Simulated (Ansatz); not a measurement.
Input of the run:

```
crystal:
  lattice:
    - [6.3144062729, 0.0, 0.0]
    - [-3.1572031364, 5.4684362421, 0.0]
    - [0.0, 0.0, 19.1452666258]
  atoms:
    - { symbol: S, position: [0.6666666667, 0.3333333333, 0.4178578526] }
    - { symbol: S, position: [0.6666666667, 0.8333333333, 0.4178578526] }
    - { symbol: S, position: [0.1666666667, 0.3333333333, 0.4178578526] }
    - { symbol: S, position: [0.1666666667, 0.8333333333, 0.4178578526] }
    - { symbol: W, position: [0.3333333333, 0.1666666667, 0.5000316757] }
    - { symbol: W, position: [0.3333333333, 0.6666666667, 0.5000316757] }
    - { symbol: W, position: [0.8333333333, 0.1666666667, 0.5000316757] }
    - { symbol: W, position: [0.8333333333, 0.6666666667, 0.5000316757] }
    - { symbol: S, position: [0.6666666667, 0.3333333333, 0.5821421474] }
    - { symbol: S, position: [0.6666666667, 0.8333333333, 0.5821421474] }
    - { symbol: S, position: [0.1666666667, 0.3333333333, 0.5821421474] }
    - { symbol: S, position: [0.1666666667, 0.8333333333, 0.5821421474] }
basis:
  ecutwfc: 420
kpoints:
  mp_grid: { grid: [3, 3, 1] }
hamiltonian:
  xc: pbe
  dispersion: d3bj
scf:
  occupations: { method: gaussian, width: 0.05 }
output:
  forces: true
  eigenvalues: true
  write_density: true
  write_potential: true
  elf: true
  volumetric_format: npy
relax:
  adjacent_minimum: "off"
  f_tol: 0.03
  max_steps: 70
  constraints: [{ sites: [0, 1, 2, 3] }]
efield:
  axis: 3
  dipole_correction: true
  ramp_width: 0.04
```

Command:
```bash
ansatz run input.yaml --threads 4 --pin off --max-ram 10240MiB --backend cpu --events-out ev --progress --plain --runs-dir out
```

What does the potential across the slab give for the band edges against vacuum?

From the vacuum level at the right face the ionisation potential is 5.68 eV and the electron affinity 3.75 eV; the left face gives the same. The slab's gap, their difference before rounding, is 1.93 eV. The two vacuum levels agree, so the slab has no net dipole along its normal. The outermost atoms are 3.2 Å apart, which leaves 16.0 Å of vacuum in a cell 19.1 Å high.

Spin-orbit coupling is left out, which matters for W.

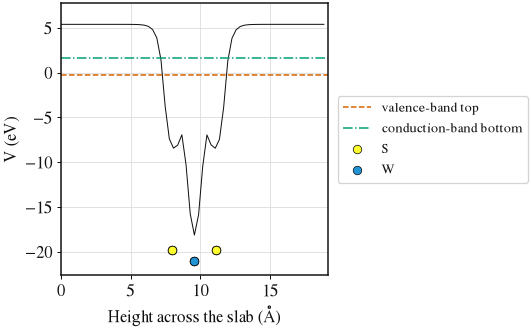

Plane-averaged electrostatic potential energy of an electron across the slab; circles at the bottom mark the heights of the atoms (positions after relaxation).
